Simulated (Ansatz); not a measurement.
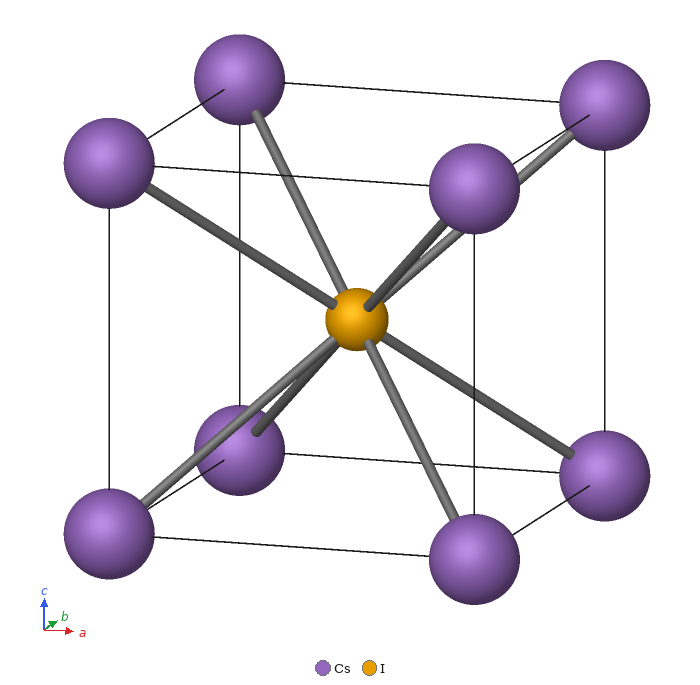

An orthographic ball-and-stick view of the structure, slightly off an axis. The frame is the simulation cell; atoms at its boundary are shown with their periodic copies.

Input deck:
```yaml
crystal:
  lattice:
    - [4.6081404514, 0.1320232239, 0.0]
    - [0.1320232239, 4.6081404514, 0.0]
    - [0.0, 0.0, 4.6081404514]
  atoms:
    - { symbol: Cs, position: [0.0, 0.0, 0.0] }
    - { symbol: I, position: [0.5, 0.5, 0.5] }
kpoints:
  mp_grid: { grid: [6, 6, 6] }
  band_path:
    path:
      - [0.0, 0.0, 0.0]
      - [0.0, 0.5, 0.0]
      - [0.5, 0.5, 0.0]
      - [0.5, 0.5, 0.5]
      - [0.0, 0.5, 0.5]
    npoints: 1
hamiltonian:
  xc: pbe
scf:
  occupations: { method: fermi_dirac, width: 0.02 }
  n_extra_bands: 4
output:
  forces: true
  stress: true
  eigenvalues: true
```
Run as:
```sh
ansatz run input.yaml --threads 4 --pin off --max-ram 3686MiB --backend cpu --events-out ev --progress --plain --runs-dir out
```

Level of theory and settings: DFT, PBE, plane waves, PAW (Ansatz), plane waves up to 420 eV, a 6×6×6 k-point grid, Fermi-Dirac smearing of 0.02 eV, no spin polarisation.

### What does the calculation say: metal or gapped?

An insulator at this level, with a gap of 3.80 eV, indirect; the smallest direct gap is 3.89 eV.

### State the hydrostatic pressure.

The computed pressure is 0.5 GPa (compressed: it would expand).

The structure was taken from a structure type filled with these elements by a generator (whether the compound takes this form wasn't checked). The cell was then strained or its atoms displaced on purpose. It was run through Ansatz as a DFT input.
